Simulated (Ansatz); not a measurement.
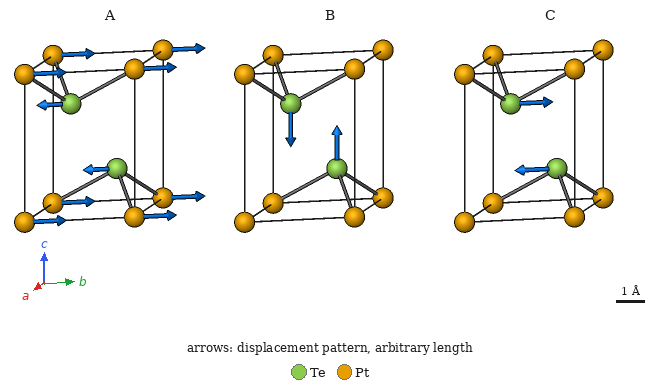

Modes of a crystal of Te$_{2}$Pt, space group P-3m1 (No. 164), at the zone centre (one member of each degenerate set). Displacements are drawn as blue arrows; their common scale and sign are arbitrary. Style: ball-and-stick. Shown: the cell of the calculation, slightly off an axis.

All numbers below come from Ansatz 0.2.0, DFT PBE, scalar-relativistic, plane waves, PAW.

The frequencies depend somewhat on the k-mesh and the smearing.

> Which are infrared-active and which Raman-active?

A is E_u, infrared-active by symmetry (161 cm⁻¹). B is A₁g, Raman-active by symmetry (142 cm⁻¹). C is E_g, Raman-active by symmetry (101 cm⁻¹). The crystal has a centre of inversion, so no mode is both. In a metal the free carriers screen the infrared response.

Limits of the set-up: layers or molecules are held without a dispersion correction, so their spacing is unreliable.
